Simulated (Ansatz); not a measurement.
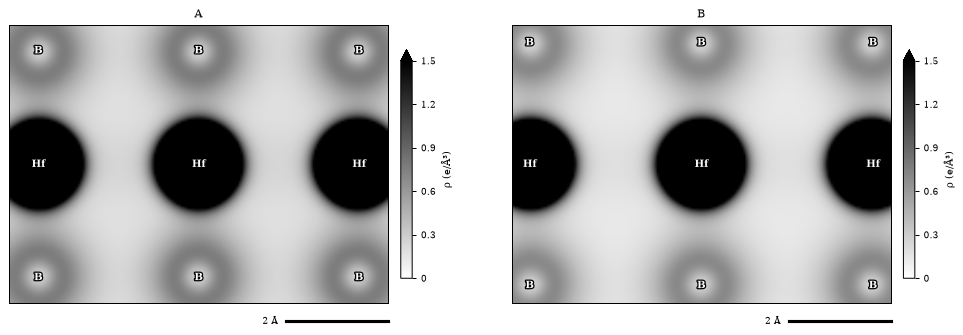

HfB. The valence electron density of two cells that differ in size, on the (101̄) plane of each (indices in the axes of the calculation cell), at one length scale and on one colour scale; one has 11.0 and the other 13.5 Å³ an atom.

Space group Fm-3m; computed without spin polarisation.

Level of theory: DFT PBEsol, scalar-relativistic, plane waves, PAW (Ansatz 0.2.0).

In a PAW calculation such maps are meaningful between the atoms, not at the nuclei.

### Which is the denser cell? Describe the effect of the change.

Panel A is the smaller cell, by 18 % in volume. From the larger cell to the smaller, Hf–B goes from 2.38 to 2.22 Å, and the density at its midpoint from 0.44 to 0.61 e/Å³; the pressure goes from 3.0 to 60 GPa.
